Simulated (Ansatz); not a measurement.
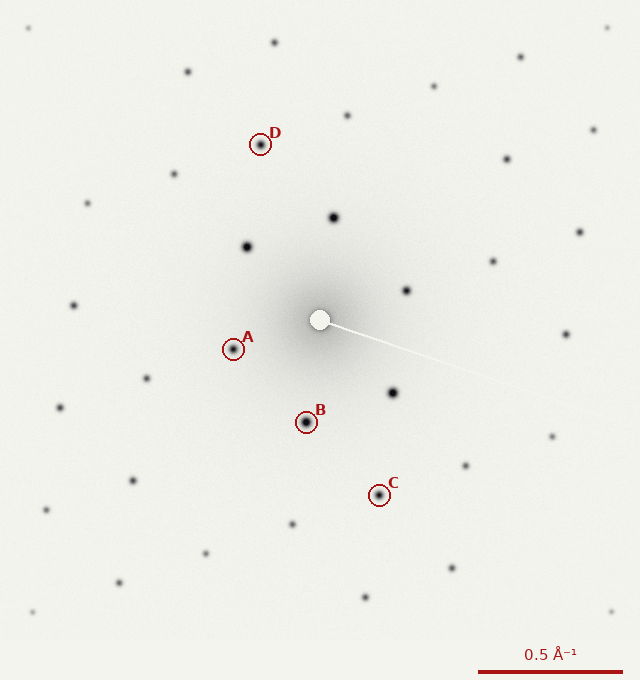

The pattern is a kinematic simulation for 200 kV electrons (no multiple scattering; isotropic B = 0.8 Å²). The zone axis points towards the electron source and the pattern is seen from the source side.

The sample is Bi, space group P6_3/mmc (No. 194), a = 3.627 Å, c = 6.020 Å (hexagonal axes). Structure: the input geometry of an electronic-structure calculation (not necessarily at equilibrium); the starting structure was generated, so it need not be a known form of this composition.

```json
{"atom": "Bi", "site": "2c", "symmetry": "-6m2", "x": "0.3333", "y": "0.6667", "z": "0.2500"}
```

Spot A is indexed 0 -1 0 and spot B 1 -1 -1.

Question: Give hkl for C, D.

Answer: C = −A + 2B = 2 -1 -2 (d = 1.553 Å). D = A − 2B = -2 1 2 (d = 1.553 Å).

Question: Find the zone axis.

Answer: The cross product of A and B is parallel to [101]; every spot obeys hu + kv + lw = 0.
